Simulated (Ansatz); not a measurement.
## Energy of TiAl along a shift of atoms along one path

System: TiAl (4 atoms in the cell).
Method: DFT PBEsol, scalar-relativistic, plane waves, PAW, no spin polarisation (Ansatz 0.2.0).

The 8 runs differ only in the geometry, by a shift of atoms along one path in a fixed cell. The shift s is measured from run 5: Ti2 moves along the Cartesian direction (0.00, 0.00, 1.00), and Ti1, Al3 and Al4 with it in fixed proportion. The structure derives from an entry of the Crystallography Open Database.

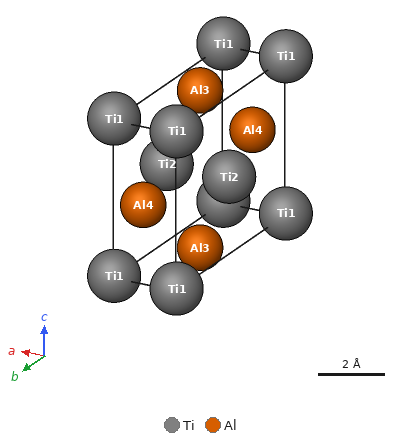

Figure 1. The structure of run 5 (spheres-only view of the cell of the calculation, seen at an oblique angle; atoms are numbered from 1 in the order of the input). An atom can appear more than once, as a periodic image.

### Input of run 5
```yaml
crystal:
  lattice:
    - [-2.7951585984, 0.0, 0.0]
    - [0.0, 2.7951585984, 4.038740475]
    - [0.0, 2.7951585984, -4.038740475]
  atoms:
    - { symbol: Ti, position: [0.0, -0.009285073, 0.009285073] }
    - { symbol: Ti, position: [0.0, 0.509285073, 0.490714927] }
    - { symbol: Al, position: [0.5, 0.4898187582, -0.0101812418] }
    - { symbol: Al, position: [0.5, 0.0101812418, 0.5101812418] }
basis:
  ecutwfc: 420
kpoints:
  mp_grid: { grid: [22, 14, 14] }
hamiltonian:
  xc: pbesol
scf:
  occupations: { method: gaussian, width: 0.15 }
output:
  forces: true
  stress: true
  eigenvalues: true
```

Command:
```bash
ansatz run input.yaml --threads 2 --pin off --max-ram 5120MiB --backend cpu --events-out ev --progress --plain --runs-dir out
```

Lattice vectors (Å) and fractional positions of run 5:
```
  -2.795159    0.000000    0.000000
   0.000000    2.795159    4.038740
   0.000000    2.795159   -4.038740
Ti  0.000000 -0.009285  0.009285
Ti  0.000000  0.509285  0.490715
Al  0.500000  0.489819 -0.010181
Al  0.500000  0.010181  0.510181
```

Run 4 differs from it as follows:
```diff
-    - { symbol: Ti, position: [0.0, -0.009285073, 0.009285073] }
-    - { symbol: Ti, position: [0.0, 0.509285073, 0.490714927] }
-    - { symbol: Al, position: [0.5, 0.4898187582, -0.0101812418] }
-    - { symbol: Al, position: [0.5, 0.0101812418, 0.5101812418] }
+    - { symbol: Ti, position: [0.0, -0.0061900486, 0.0061900486] }
+    - { symbol: Ti, position: [0.0, 0.5061900486, 0.4938099514] }
+    - { symbol: Al, position: [0.5, 0.4932125055, -0.0067874945] }
+    - { symbol: Al, position: [0.5, 0.0067874945, 0.5067874945] }
```

### Results, with one run withheld

| run | shift s of Ti2 (Å) | free energy per atom, from the lowest run given (meV) | pressure (GPa) | force along the path (eV/Å) |
| --- | --- | --- | --- | --- |
| 1 | −0.2750 | 63.89 | 0.99 | 2.814 |
| 2 | −0.1750 | 14.09 | 0.22 | 1.238 |
| 3 | −0.0500 | 0.00 | 0.02 | −0.291 |
| 4 | −0.0250 | ? | ? | ? |
| 5 | 0.0000 | 7.40 | 0.12 | −0.904 |
| 6 | 0.0500 | 22.93 | 0.35 | −1.595 |
| 7 | 0.0750 | 34.08 | 0.52 | −1.976 |
| 8 | 0.1000 | 47.68 | 0.73 | −2.381 |

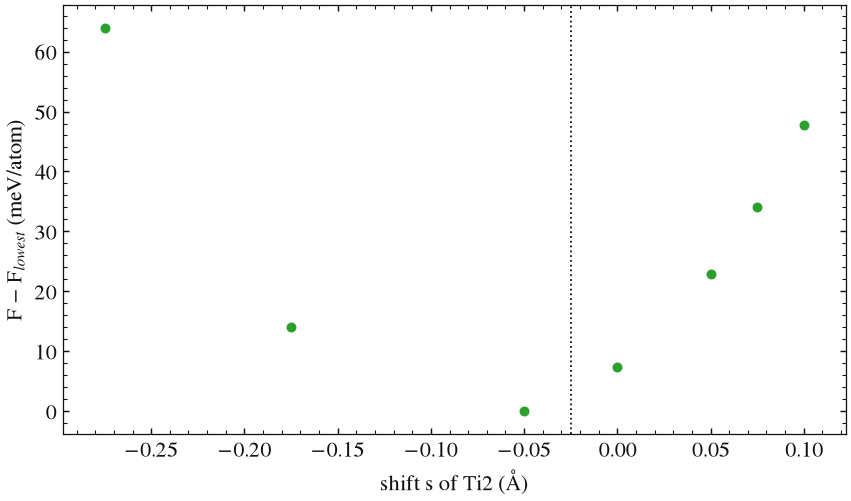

Figure 2. Free energy per atom of the runs given; the dotted line marks run 4.

What should run 4 give?

A cubic polynomial in the coordinate, fitted to the 7 runs given, misses them by at most 0.65 meV per atom. With x = s + 0.0393, it reads F = 0.41479 + 116.34 x + 1598.5 x² − 152.43 x³ (meV per atom). At run 4 it gives 2.40 meV per atom, and the run itself gives 2.75. The slope of the fit gives a force −dF/ds of −0.648 eV/Å along the path (summed over the atoms that move), and the printed forces give −0.590 eV/Å. The fit has its minimum at s = −0.0755 Å.

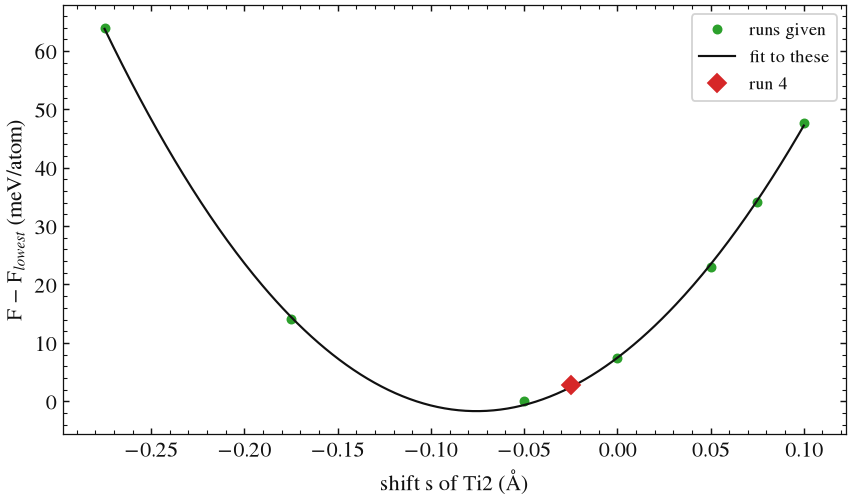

Figure 3. The fit and the withheld run.

### Output, shortened to warnings, some set-up lines, iterations and results (run 4)
```
Basis set: ecut = 420 eV, 1237 PW (Γ), exchange–correlation on 40×72×72 points (8 copies of the dense FFT grid, shifted against one another)
Symmetry: 8 space group operations
k-points: 684 of 4312
Initial density: superposition of atomic densities (neutral atoms: chi_scale 0, normalization atom), corrected by the library's trained network
[...]
SCF iter   1: F=—  HF=-5998.540151 eV  |F-HF|=—  |Δ(HF+E_count)|=         —  Δρ=4.41e-3  dr2=9.27e-3  ethr=1.77e-3  ⟨swp⟩=5.3  Hψ=61245  notcnv=0
SCF iter   2: F=—  HF=-5998.537953 eV  |F-HF|=—  |Δ(HF+E_count)|=   2.20e-3  Δρ=2.22e-3  dr2=3.35e-3  ethr=3.09e-5  ⟨swp⟩=1.5  Hψ=20332  notcnv=0
SCF iter   3: F=—  HF=-5998.537167 eV  |F-HF|=—  |Δ(HF+E_count)|=   7.86e-4  Δρ=4.83e-4  dr2=1.40e-4  ethr=1.12e-5  ⟨swp⟩=2.2  Hψ=17075  notcnv=0
SCF iter   4: F=—  HF=-5998.537125 eV  |F-HF|=—  |Δ(HF+E_count)|=   4.28e-5  Δρ=9.21e-5  dr2=6.11e-6  ethr=4.66e-7  ⟨swp⟩=3.0  Hψ=24072  notcnv=0
SCF iter   5: F=—  HF=-5998.537120 eV  |F-HF|=—  |Δ(HF+E_count)|=   4.19e-6  Δρ=2.12e-5  dr2=2.50e-7  ethr=2.04e-8  ⟨swp⟩=2.0  Hψ=16978  notcnv=0
SCF iter   6: F=-5998.537120 eV  HF=-5998.537120 eV  |F-HF|=4.77e-9  |Δ(HF+E_count)|=   8.69e-8  Δρ=4.49e-6  dr2=9.95e-9  ethr=3.33e-10  ⟨swp⟩=4.9  Hψ=47370  notcnv=0
SCF 1 converged in 6 iterations: F = -5998.537120 eV  dr2 = 9.95e-9
SCF converged after 6 iterations
Free energy (F): -5998.537120 eV
Harris-Foulkes:  -5998.537120 eV  (|F-HF|=4.77e-9)
Internal energy: -5998.495909 eV  (E = F + TS)
E sigma→0 (E₀):  -5998.516514 eV
Entropy (-TS):   -0.041212 eV (-10.303 meV/atom)
Fermi energy:    11.248651 eV
--- Per-component energies (eV) ---
  E_band       = -318.450291
  E_kinetic    = 594.802792
  E_local      = -2129.282579  (includes V_loc(G=0)·N_el)
  E_nonlocal   = 41.168378
  E_hartree    = 914.235965
  E_xc         = -273.981171
  E_vxc        = -303.634938  (∫ρ·V_xc dr)
  E_paw        = -2955.866166  (= ΣΔE_a)
  E_vpaw       = -349.975567  (= ΣTr[D̂ρ^β])
  E_aug_tail   = 0.000232  (compensation charges beyond the density's cutoff)
  E_ewald      = -2189.890407
  E_core_change = 0.317047  (= ΣΔE_core)
  E_smearing   = -0.041212  (= −TS)
  E_closure    = 0.000000  (closes the sum)
  Σ components = -5998.537120   (vs F -5998.537120, Δ=0.00e0)
--- Forces (eV/Å), atoms counted from 1 ---
  atom   1  Ti     0.00000000     0.00000000     0.22091659
  atom   2  Ti     0.00000000     0.00000000    -0.22091659
  atom   3  Al     0.00000000     0.09743122     0.00000000
  atom   4  Al     0.00000000    -0.09743122     0.00000000
  max |Σ_I F_I| component: 1.39e-17 eV/Å
--- Stress (GPa, compression-positive) ---
       -0.081653       0.000000       0.000000
        0.000000       0.459407       0.000000
        0.000000       0.000000      -0.194766
  P = ⅓ Tr σ = 0.0610 GPa (0.610 kbar)
```
